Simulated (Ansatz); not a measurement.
ZnO, space group Fm-3m (No. 225), a = 4.339 Å, b = 4.339 Å, c = 4.339 Å, α = 90.00°, β = 90.00°, γ = 90.00°

| site | Wyckoff | x | y | z |
| --- | --- | --- | --- | --- |
| Zn | 4a | 0.0000 | 0.0000 | 0.0000 |
| O | 4b | 0.5000 | 0.0000 | 0.0000 |

The structure is a calculation's input; it may be strained or unrelaxed.

Q: Describe the coordination of Zn.

A: ZnO6: an essentially ideal octahedron (coordination number 6, S = 0.00; next best trigonal prism, S = 16.7). Bonds: 6 × Zn–O 2.17 Å. The next neighbour, not counted, lies at 3.07 Å.

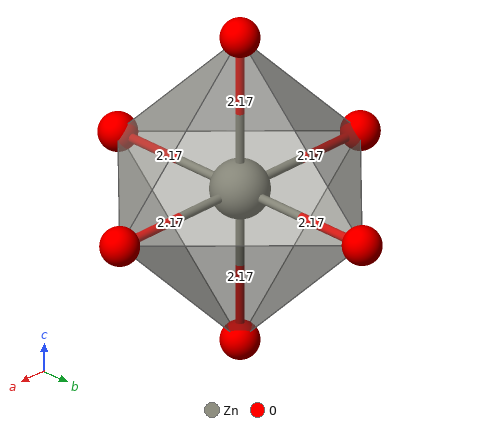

The polyhedron about Zn. Shape measures S are computed against regular polyhedra or, for capped shapes, the nearer of the equal-edge and equal-bond forms.
